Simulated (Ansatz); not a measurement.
## Electronic structure of Zn3F in real space

Input file:

```
crystal:
  lattice:
    - [2.7734190398, 0.0, 0.0]
    - [-1.3867095199, 2.4018513438, 0.0]
    - [0.0, 0.0, 8.3689278434]
  atoms:
    - { symbol: Zn, position: [0.0, 0.0, 0.0] }
    - { symbol: Zn, position: [0.6666666667, 0.3333333333, 0.7144428494] }
    - { symbol: Zn, position: [0.6666666667, 0.3333333333, 0.2855571506] }
    - { symbol: F, position: [0.0, 0.0, 0.5] }
basis:
  ecutwfc: 420
kpoints:
  mp_grid: { grid: [18, 18, 6] }
  band_path:
    path:
      - [[0.0, 0.0, 0.0], [0.5, 0.0, 0.0], [0.33333333, 0.33333333, 0.0], [0.0, 0.0, 0.0], [0.0, 0.0, 0.5], [0.5, 0.0, 0.5], [0.33333333, 0.33333333, 0.5], [0.0, 0.0, 0.5]]
      - [[0.5, 0.0, 0.5], [0.5, 0.0, 0.0]]
      - [[0.33333333, 0.33333333, 0.5], [0.33333333, 0.33333333, 0.0]]
    npoints: 14
hamiltonian:
  xc: pbe
scf:
  occupations: { method: gaussian, width: 0.1 }
  n_extra_bands: 10
output:
  forces: true
  stress: true
  eigenvalues: true
  populations: true
  dos: { projected: true, de: 0.02, nscf_kmesh: { grid: [22, 22, 8] } }
  bader: true
  write_density: true
  write_potential: true
  elf: true
  volumetric_format: npy
```

Launched as:

```sh
ansatz run input.yaml --threads 1 --pin off --max-ram 2560MiB --backend cpu --events-out ev --progress --plain --runs-dir out
```

Below, planes, directions and counts refer to the conventional cell (a = 2.77 Å, b = 2.77 Å, c = 8.37 Å, α = 90.00°, β = 90.00°, γ = 120.00°).

Space group P-6m2; a structure generated by program, which may or may not match a known phase; computed without spin polarisation.

All numbers below come from DFT PBE, scalar-relativistic, plane waves, PAW in Ansatz.

In a PAW calculation such maps are meaningful between the atoms, not at the nuclei.

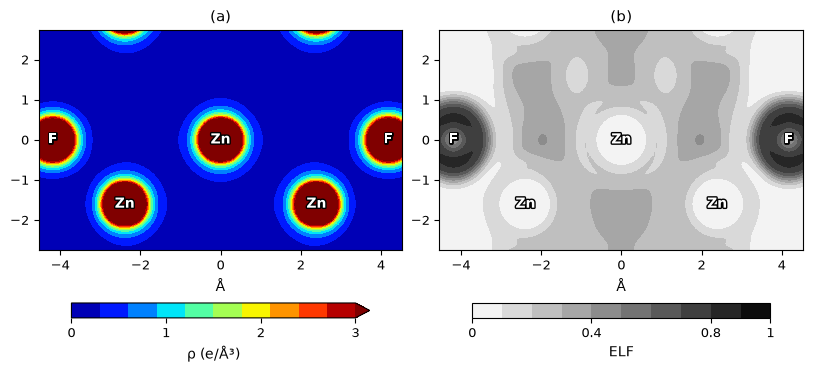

Figure 1. (a) valence charge density (pseudo); (b) electron localisation function on the (110) plane of the conventional cell.

> What do the fields say about this system?

The plane passes through Zn and F nuclei. Zn–F (2.41 Å): ρ is about 0.2 e/Å³ halfway; the ELF is about 0.10 at the midpoint; no shared electron pair shows on this line. Between the atoms the lowest density in this plane is 0.04 e/Å³.

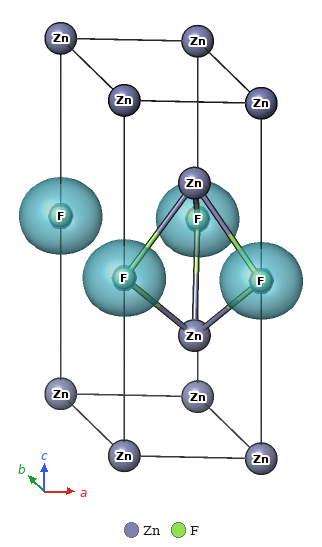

Figure 2. Isosurface of the ELF at 0.65 (cyan), seen at an oblique angle. Core shells and regions of very low density are left out. Sticks mark near contacts.

> Describe the localisation domains.

The ELF exceeds this value in one region wrapped around F (its valence shell), counted in one cell of 4 atoms. Any copies at cell faces, edges or corners count once.

> How much charge does the calculation move between the atoms?

Electrons move from Zn towards F. Bader charges: Zn +0.04 to +0.37 and F −0.77 e.

> Metal or insulator at this level of theory?

It is gapless in this calculation (a metal or semimetal).
